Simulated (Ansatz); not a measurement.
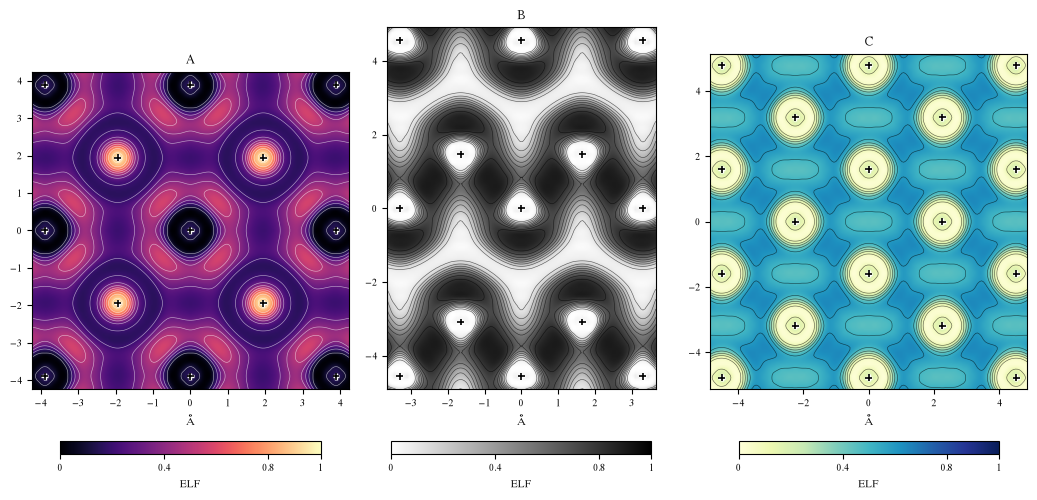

The ELF of 3 systems, each on a plane through atoms (crosses mark nuclei in the plane).

All numbers below come from DFT r2SCAN, scalar-relativistic, plane waves, PAW in Ansatz 0.2.0.

System 1: P, the (010) plane of the conventional cell. Space group Cmce.

System 2: Al₃Cu, the (001) plane of the conventional cell. Space group Pm-3m; a structure from a database of computed crystals, not necessarily the ambient phase; computed without spin polarisation.

```
CELL_PARAMETERS angstrom
3.88912 0.00000 0.00000
0.00000 3.88912 0.00000
0.00000 0.00000 3.88912
ATOMIC_POSITIONS crystal
Al 0.00000 0.50000 0.50000
Al 0.50000 0.00000 0.50000
Al 0.50000 0.50000 0.00000
Cu 0.00000 0.00000 0.00000
```

System 3: Al, the (11̄0) plane of the calculation cell. Space group Im-3m; a structure from a database of computed crystals, not necessarily the ambient phase.

```
Al
1.0
    -1.59437    1.59437    1.59437
     1.59437   -1.59437    1.59437
     3.18874    3.18874    0.00000
Al
2
Direct
  0.00000 0.00000 0.00000
  0.50000 0.50000 0.50000
```

Match each panel to its system.

Answer. Panel A is system 2, Al₃Cu: the plane holds Al and Cu. Al–Cu (2.75 Å): the ELF is about 0.45 at the midpoint. Panel B is system 1, P: the plane holds P. P–P (2.21 Å): the ELF peaks at about 0.90 between the atoms, as expected for a shared electron pair. Panel C is system 3, Al: the plane holds Al. Al–Al (2.76 Å): the ELF peaks at about 0.65 between the atoms.
